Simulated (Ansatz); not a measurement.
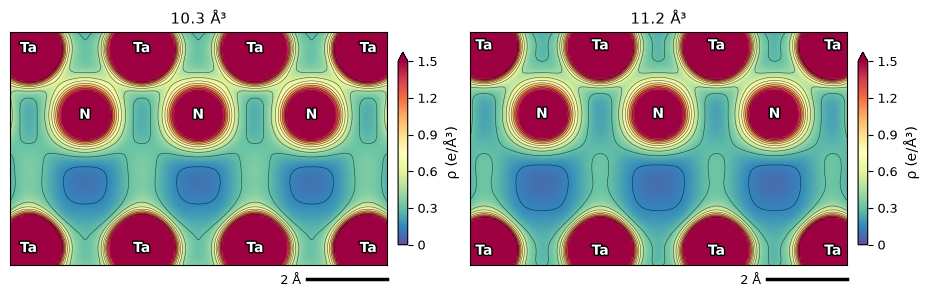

TaN. The valence electron density of cells scaled evenly to different volumes (given per atom above each panel), on the (110) plane of each (indices in the axes of the cell below), at one length scale and on one colour scale.

Method: Kohn-Sham DFT of a periodic cell, HSE06, Ansatz PAW in Ansatz.

The largest cell:

```yaml
crystal:
  lattice:
    - [2.97666, 0.00000, 0.00000]
    - [-1.48833, 2.57787, 0.00000]
    - [0.00000, 0.00000, 2.92094]
  atoms:
    - { symbol: Ta, position: [0.00000, 0.00000, 0.50000] }
    - { symbol: N, position: [0.66667, 0.33333, 0.00000] }
```

| volume (Å³/atom) | Ta–N contact in the plane (Å) | ρ at its midpoint (e/Å³) | pressure (GPa) | 
| --- | --- | --- | --- |
| 10.34 | 2.196 | 0.579 | 12.4 | 
| 10.78 | 2.226 | ? | ? | 
| 11.21 | 2.255 | 0.512 | −16.5 | 

### What values belong in the row with question marks?

Over the known rows ln ρ falls by 2.08 per Å of Ta–N distance (the line through the two), which gives 0.544 e/Å³ at 2.226 Å; the calculation gives 0.544 e/Å³. For the pressure, a straight line in volume between the neighbouring rows gives −2.2 GPa; the calculation gives −3.6, lower because pressure rises ever faster on compression.
